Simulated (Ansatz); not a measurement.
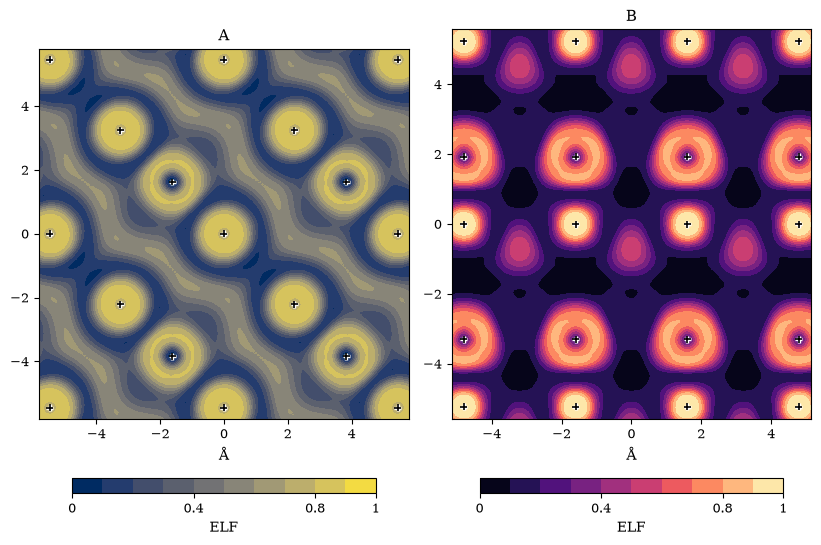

The ELF of 2 systems, each on a plane through atoms (crosses mark nuclei in the plane).

These are results of DFT PBEsol, scalar-relativistic, plane waves, PAW (Ansatz 0.2.0), not measurements.

System 1: CoO, the (100) plane of the cell of the magnetic structure. Space group P6₃mc; a structure from a database of computed crystals, not necessarily the ambient phase; computed pressure about −10 GPa in this cell; spin-polarised.

System 2: Hf2N, the (001) plane of the conventional cell. Space group P4₂/mnm; a structure from a database of computed crystals, not necessarily the ambient phase; changed on purpose from its base cell (biaxial strain in the a-b plane, c and atoms relaxed: +3.0 %); computed pressure about −8 GPa in this cell.

```
Hf N
1.0
     5.45441    0.00000    0.00000
     0.00000    5.45441    0.00000
     0.00000    0.00000    3.18138
Hf N
4 2
Direct
  0.29739 0.29739 0.00000
  0.70261 0.70261 0.00000
  0.79739 0.20261 0.50000
  0.20261 0.79739 0.50000
  0.00000 0.00000 0.00000
  0.50000 0.50000 0.50000
```

### Match each panel to its system.

Panel A is system 2, Hf2N: the plane holds Hf and N. Hf–Hf (3.13 Å): the ELF is about 0.10 at the midpoint (no localised pair shows between them). Panel B is system 1, CoO: the plane holds Co and O. Co–O (1.92 Å): the ELF peaks at about 0.85 in the valence shell of O, 0.6 Å from its nucleus, and is about 0.20 at the midpoint (no localised pair shows between them).
